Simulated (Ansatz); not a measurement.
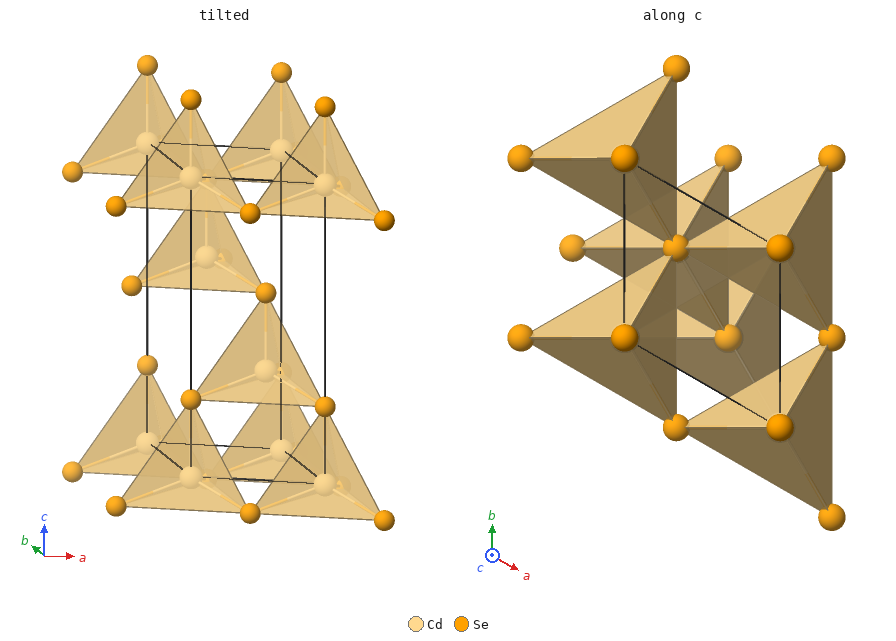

A polyhedral rendering, viewed slightly off an axis and along the c axis. The wireframe shows the conventional unit cell. A few atoms beyond the faces are included.

CdSe, space group R3m (No. 160), a = 4.512 Å, b = 4.512 Å, c = 10.255 Å, α = 90.00°, β = 90.00°, γ = 120.00°. It goes back to a structure type filled with these elements by a generator (whether the compound takes this form wasn't checked). The cell was then strained or its atoms displaced on purpose. It went into a calculation with Ansatz.

This one geometry was computed with Ansatz (DFT, plane waves, PAW) at four levels of theory: PBE, HSE06, r2SCAN and r2SCAN with spin-orbit coupling. It was relaxed with r2SCAN and then strained.

How does the band gap change with the level of theory?

Answer. PBE: a gap of 0.36 eV, indirect; r2SCAN with spin-orbit coupling: a gap of 0.70 eV, indirect; r2SCAN: a gap of 0.77 eV, direct; HSE06: a gap of 1.20 eV, direct.

Collect the results in a table.

Answer.
| level | cutoff (eV) | k-mesh of the run's cell | gap (eV) | pressure (GPa) |
| --- | --- | --- | --- | --- |
| PBE | 420 | 8×8×8 | 0.36 | -0.7 |
| HSE06 | 420 | 6×6×6 | 1.20 | -1.9 |
| r2SCAN | 500 | 8×8×8 | 0.77 | -2.1 |
| r2SCAN with spin-orbit coupling | 500 | 8×8×8 | 0.70 | -2.2 |

Gaps are taken on the k-mesh or band path of each run.
